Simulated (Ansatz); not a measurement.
## Single-point calculation of C$_{24}$Cl (part 1 of 3)

- system: C$_{24}$Cl (slab, 25 atoms in the cell)
- method: DFT PBE+D3(BJ), scalar-relativistic, plane waves, PAW, PAW set soft_1, spin-polarised (Ansatz 0.2.0)

The structure derives from an entry of the Crystallography Open Database. Figures and captions count atoms from 1; the log counts them from 0 in places.

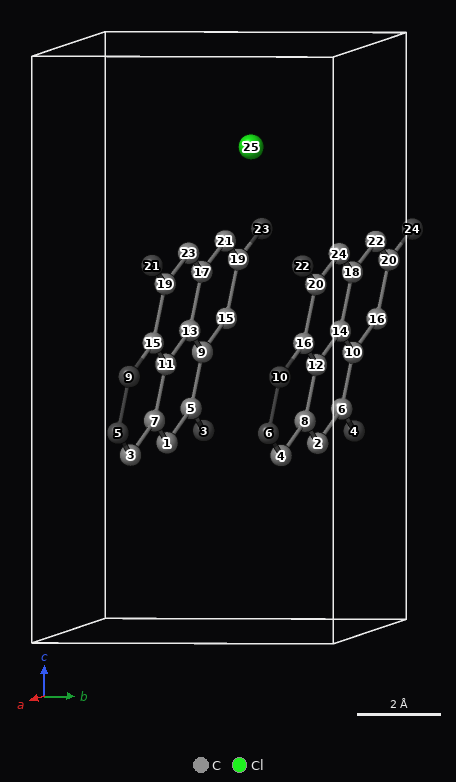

The input geometry (ball-and-stick view of the cell of the calculation, with the vacuum cut short, seen slightly off an axis; neighbours outside the cell are drawn fainter; atoms are numbered from 1 in the order of the input). An atom can appear more than once, as a periodic image.

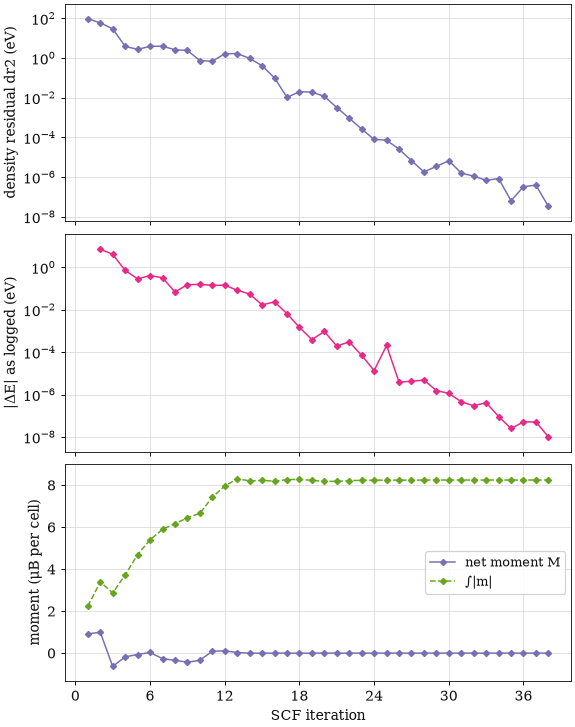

Convergence of the self-consistent field: density residual dr2, size of the energy change and magnetic moment against the SCF iteration. The residual falls unevenly and jumps up by a factor of two or more 2 times on the way down. The net moment goes from 0.9 to 0.0 μB per cell, with excursions between −0.6 and 1.0 on the way.

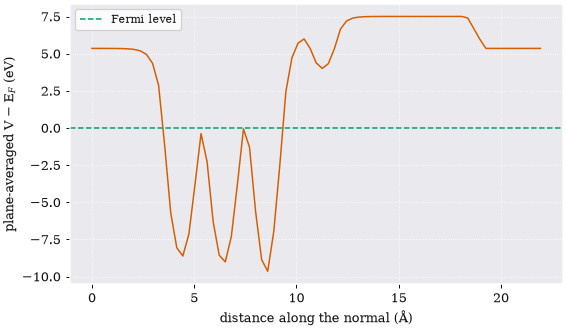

Plane average of the electrostatic potential energy of an electron across the cell, from the Fermi level. The vacuum level lies 7.51 eV above the Fermi level on the upper side and 5.36 eV on the lower.

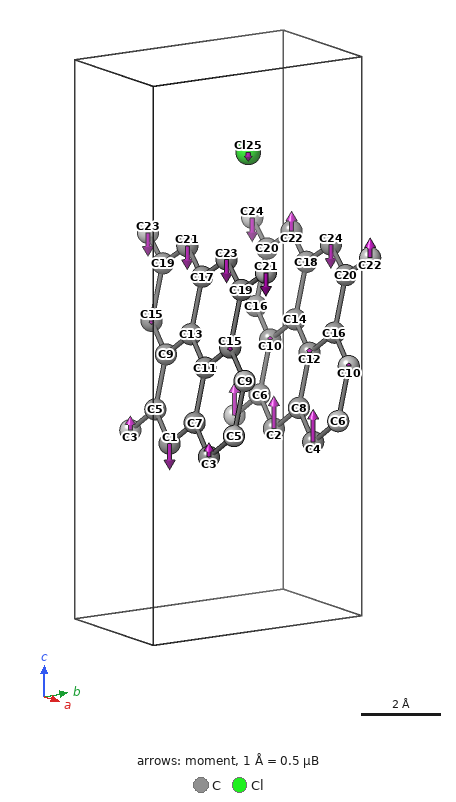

Magnetic moments of the sites as pink arrows (ball-and-stick view of the cell of the calculation, with the vacuum cut short, seen slightly off an axis; neighbours outside the cell are drawn fainter; atoms are numbered from 1 in the order of the input); small moments hardly show. The run is collinear, so the axis drawn is arbitrary. Site moments: C2, C4 (0.43 μB); C1 (−0.35 μB); C21, C23, C24 (−0.31 μB); C22 (0.27 μB); C3 (0.19 μB); Cl25 (−0.12 μB); C12 (0.07 μB), among others. They are counted near the atoms and needn't add up to the moment of the cell.

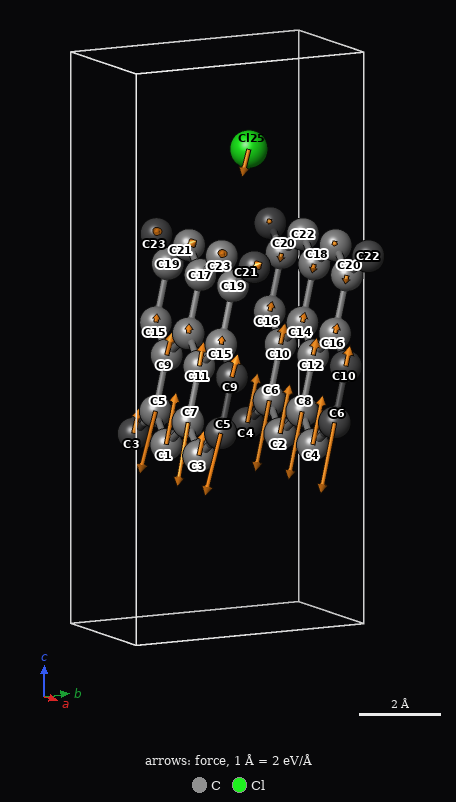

Forces on the atoms as orange arrows (ball-and-stick view of the cell of the calculation, with the vacuum cut short, seen slightly off an axis; neighbours outside the cell are drawn fainter; atoms are numbered from 1 in the order of the input); the smallest are left out. The largest act on C6 (3.66 eV/Å); C8 (3.51 eV/Å); C5, C7 (3.30 eV/Å); C1 (2.69 eV/Å), among others. The geometry is not a stationary point of this energy.

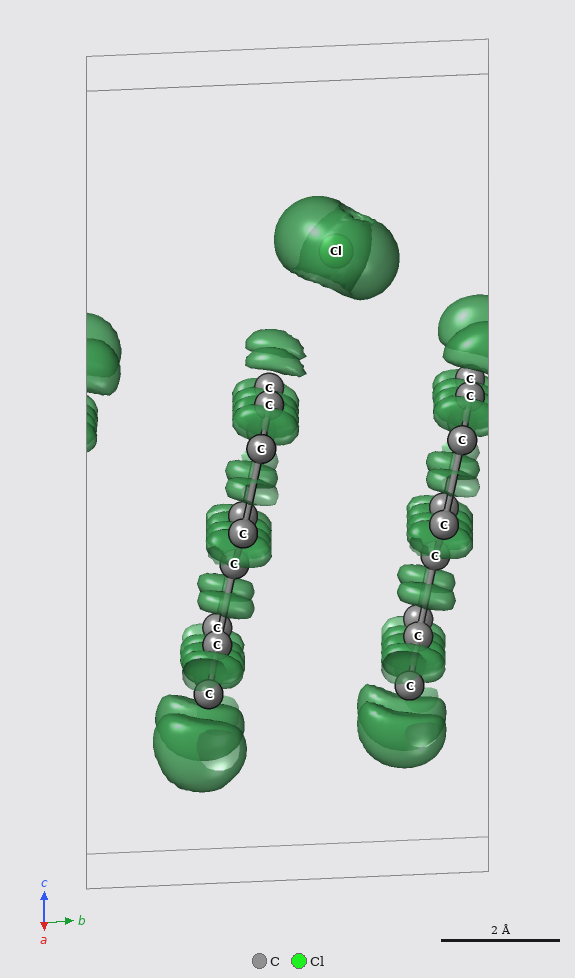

Isosurface of the electron localisation function at 0.85 (green), seen at an oblique angle. Only the valence region is drawn (cores and ρ < 0.01 e/Å³ removed). Sticks mark near contacts. Values along the shortest contacts: In a PAW calculation such maps are meaningful between the atoms, not at the nuclei.

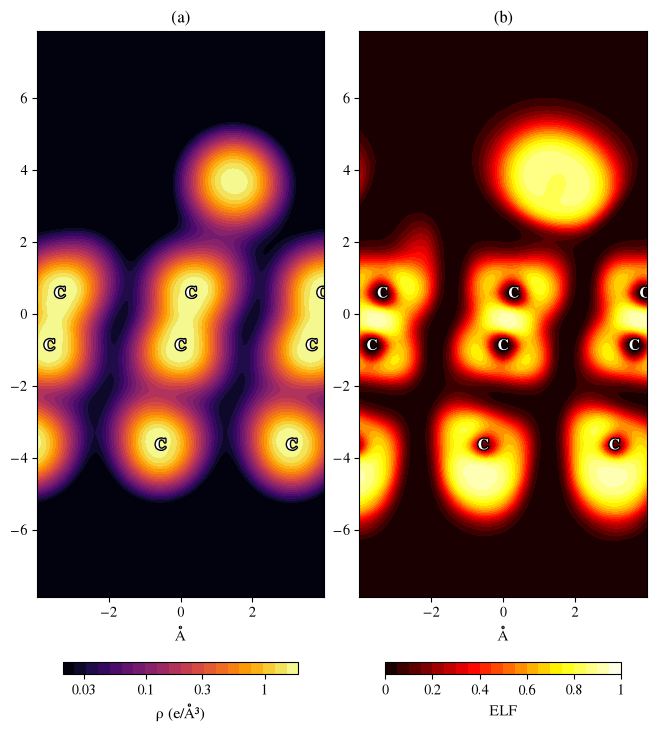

(a) valence electron density; (b) ELF on the (100) plane of the calculation cell, a cut from vacuum to vacuum. Atoms in the plane: C. The density dies away to nearly zero in the vacuum.

The input that produced these results follows, with the program's output.

### The input
```yaml
crystal:
  lattice:
    - [4.9299148964, 0.0, 0.0]
    - [-2.4649574482, 6.8655575602, 0.0]
    - [0.0, 0.0, 22.2276622644]
  atoms:
    - { symbol: C, position: [0.4018120009, 0.3036240018, 0.1799559464] }
    - { symbol: C, position: [0.4018120009, 0.8036240018, 0.1799559464] }
    - { symbol: C, position: [0.9018120009, 0.3036240018, 0.1799559464] }
    - { symbol: C, position: [0.9018120009, 0.8036240018, 0.1799559464] }
    - { symbol: C, position: [0.1626401228, 0.3252802456, 0.2112622584] }
    - { symbol: C, position: [0.1626401228, 0.8252802456, 0.2112622584] }
    - { symbol: C, position: [0.6626401228, 0.3252802456, 0.2112622584] }
    - { symbol: C, position: [0.6626401228, 0.8252802456, 0.2112622584] }
    - { symbol: C, position: [0.1840380628, 0.3680761257, 0.2739086929] }
    - { symbol: C, position: [0.1840380628, 0.8680761256, 0.2739086929] }
    - { symbol: C, position: [0.6840380628, 0.3680761257, 0.2739086929] }
    - { symbol: C, position: [0.6840380628, 0.8680761256, 0.2739086929] }
    - { symbol: C, position: [0.4447372324, 0.3894666362, 0.3044210713] }
    - { symbol: C, position: [0.4447372324, 0.8894666362, 0.3044210713] }
    - { symbol: C, position: [0.9447372324, 0.3894666362, 0.3044210713] }
    - { symbol: C, position: [0.9447372324, 0.8894666362, 0.3044210713] }
    - { symbol: C, position: [0.4674579614, 0.4348943234, 0.3699089568] }
    - { symbol: C, position: [0.4674579614, 0.9348943234, 0.3699089568] }
    - { symbol: C, position: [0.9674579614, 0.4348943234, 0.3699089568] }
    - { symbol: C, position: [0.9674579614, 0.9348943234, 0.3699089568] }
    - { symbol: C, position: [0.2271533028, 0.4542694799, 0.3971475794] }
    - { symbol: C, position: [0.2271533028, 0.9542694799, 0.3971475794] }
    - { symbol: C, position: [0.7271533028, 0.4542694799, 0.3971475794] }
    - { symbol: C, position: [0.7271533028, 0.9542694799, 0.3971475794] }
    - { symbol: Cl, position: [0.5604866361, 0.6209361466, 0.5096200459], spin: 1.0 }
basis:
  ecutwfc: 420
kpoints:
  mp_grid: { grid: [6, 4, 1] }
hamiltonian:
  xc: pbe
  pseudopotentials: { kind: paw, azcp: { folder: soft_1 } }
  dispersion: d3bj
scf:
  occupations: { method: gaussian, width: 0.05 }
output:
  forces: true
  eigenvalues: true
  populations: true
  write_density: true
  write_potential: true
  elf: true
  volumetric_format: npy
magnetization:
  spin_polarized: true
efield:
  axis: 3
  dipole_correction: true
  ramp_width: 0.04
```

Launched with:
```bash
ansatz run input.yaml --threads 4 --pin off --max-ram 12288MiB --backend cpu --events-out ev --progress --plain --runs-dir out
```

### What the program printed
```
Warning: at least one further symmetry operation maps every atom of the structure, as the run holds it, onto an atom to within 2.50e-5 (fractional), and is not used: no operation is sought that the atoms, as the run holds them, miss by more than 2.00e-5, twice crystal.symmetry.tolerance (1.0e-5). The run uses 1 unitary operations. The run imposes no operation that its atoms and lattice do not hold. Figures that only the operations left out would make equal are not made equal, and some can differ by far more than the structure misses those operations by: interpolated phonon frequencies and what the tetrahedron methods give by atom among them (crystal.symmetry.tolerance lists what is known). If the more symmetric structure is meant (of a frozen-density pass: in the run whose state it reads), write the positions to more decimals or symmetrise them. If the atoms are displaced on purpose, the operation is rightly left out
Engine: ansatz 0.2.0, aarch64-unknown-linux-gnu
Pseudopotentials: kind: paw
Pseudopotential: C, paw, valence charge 4, recommended cutoff 420 eV (normal), [file]
Pseudopotential: Cl, paw, valence charge 7, recommended cutoff 420 eV (normal), [file]
Functional definition: PBE
  parameter kappa = 0.804
  parameter beta = 0.06672455060314922
  exchange = pbe_x(kappa = kappa, mu = beta*pi^2/3)
  correlation = pbe_c(beta = beta)
Crystal: 25 atoms, lattice volume = 752.331 Å³
Basis set: ecut = 420 eV, 14697 PW (Γ), exchange–correlation on 72×100×300 points (8 copies of the dense FFT grid, shifted against one another)
Bands: 77, of which v1, the nominal top of the filled ones, is band 52 counted from 1 (51 counted from 0)
Symmetry: 1 space group operations
k-points: 14 of 24 (time reversal used)
Non-local potential: C, projectors of the file, l = 0: 2, l = 1: 2, l = 2: 1
Non-local potential: Cl, projectors of the file, l = 0: 2, l = 1: 2, l = 2: 1
PAW form: soft (Blöchl's): semilocal exchange-correlation on the pseudo side does not see the compensation charge
PAW one-centre angular grid: C, 110 points (default); XC on 64 Gauss nodes
PAW one-centre angular grid: Cl, 110 points (default); XC on 64 Gauss nodes
Starting moments: Σ|m| = 1 μB on 1 of 25 sites
Initial wavefunctions: pseudopotential atomic-orbital guess
Functional: x = pbe(κ = 0.804, μ = 0.2195149727645171), c = pbe(β = 0.06672455060314922)
```
